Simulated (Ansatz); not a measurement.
System: TaSi2.

The calculation's input:

```
crystal:
  lattice:
    - [0.0, 4.2685841319, 4.3304003289]
    - [2.3997207359, 0.0, 4.3304003289]
    - [2.3997207359, 4.2685841319, 0.0]
  atoms:
    - { symbol: Ta, position: [0.5, 0.5, 0.5] }
    - { symbol: Ta, position: [0.75, 0.75, 0.75] }
    - { symbol: Si, position: [0.8495368361, 0.1504631639, 0.8495368361] }
    - { symbol: Si, position: [0.4004631639, 0.0995368361, 0.4004631639] }
    - { symbol: Si, position: [0.0995368361, 0.4004631639, 0.0995368361] }
    - { symbol: Si, position: [0.1504631639, 0.8495368361, 0.1504631639] }
basis:
  ecutwfc: 420
kpoints:
  mp_grid: { grid: [8, 8, 8] }
  band_path:
    path:
      - [[0.0, 0.0, 0.0], [0.5, 0.0, 0.5], [1.0, 0.5, 0.5], [0.5, 0.5, 0.0], [0.0, 0.0, 0.0], [0.0, 0.40578456, 0.40578456]]
      - [[1.0, 0.59421544, 0.59421544], [1.0, 0.5, 0.5]]
      - [[0.5, 0.0, 0.5], [0.5, 0.24776031, 0.74776031]]
      - [[0.5, 0.75223969, 0.25223969], [0.5, 0.5, 0.0]]
    npoints: 14
hamiltonian:
  xc: pbe
scf:
  occupations: { method: gaussian, width: 0.1 }
  n_extra_bands: 15
output:
  forces: true
  stress: true
  eigenvalues: true
  populations: true
  dos: { projected: true, de: 0.02, nscf_kmesh: { grid: [10, 10, 10] } }
  bader: true
  write_density: true
  write_potential: true
  elf: true
  volumetric_format: npy
```

Run with:

```sh
ansatz run input.yaml --threads 1 --pin off --max-ram 2560MiB --backend cpu --events-out ev --progress --plain --runs-dir out
```

Below, planes, directions and counts refer to the conventional cell (a = 4.80 Å, b = 8.54 Å, c = 8.66 Å, α = 90.00°, β = 90.00°, γ = 90.00°).

Space group Fddd; a generated structure, not necessarily the stable one.

The calculation used DFT PBE, scalar-relativistic, plane waves, PAW in Ansatz 0.2.0.

Predict the valence pseudo-density and electron localisation function between the atoms.

Answer. Si–Si (2.57 Å): ρ at the midpoint is about 0.35 e/Å³; the ELF peaks at about 0.65 between the atoms.
Ta–Si (2.72 Å): ρ is about 0.34 e/Å³ halfway; the ELF peaks at about 0.75 in the valence shell of Si, 0.9 Å from its nucleus, and is about 0.40 at the midpoint.
Ta–Si (2.98 Å): ρ is about 0.23 e/Å³ halfway; the ELF peaks at about 0.75 in the valence shell of Si, 1.0 Å from its nucleus, and is about 0.35 at the midpoint.
Bader's partition of the density gives Ta +0.87 and Si −0.44 e.

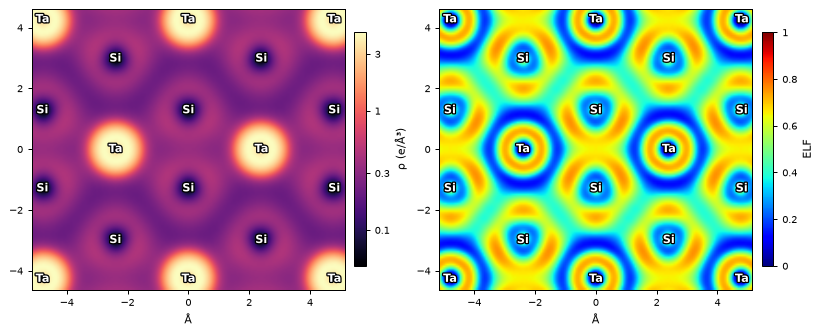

Computed valence pseudo-density and electron localisation function on the (001) plane of the conventional cell, in this order. 

In a PAW calculation such maps are meaningful between the atoms, not at the nuclei.
